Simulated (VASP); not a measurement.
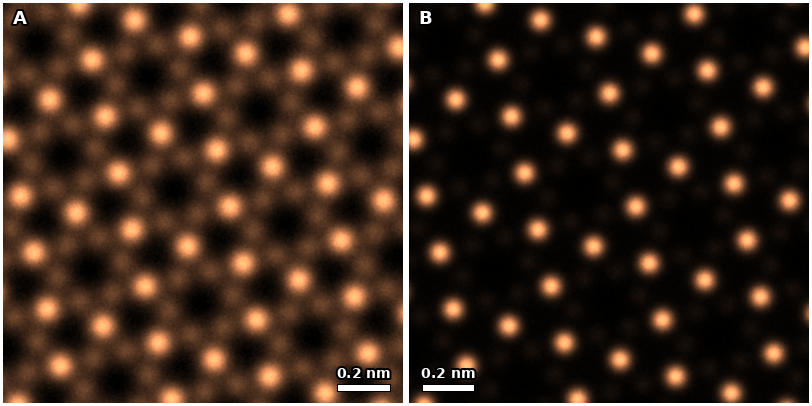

Two simulated images of the same area of Si$_{2}$W (P6_222, No. 180) along [001], with a probe of 0.63 Å. One is incoherent Z contrast (Z^1.7 per atom), the other the projected potential of neutral atoms blurred by the probe (iDPC-like, thin sample). Brightness is counted from the darkest point of the image. Shot noise was added. Atomic positions: the end point of a relaxation with VASP Kohn-Sham DFT of a periodic cell, PBEsol, VASP PAW PBE potentials, recommended (VASP 6.6.1).

Which panel is which, and how can one tell?

Answer. B is the Z-contrast image and A the potential image. The columns of 1 Si per repeat reach about 7 % of the brightest peak (1 W) in B but about 34 % in A, mainly since the potential grows much more slowly with atomic number. The Si columns show clearly in A alone.
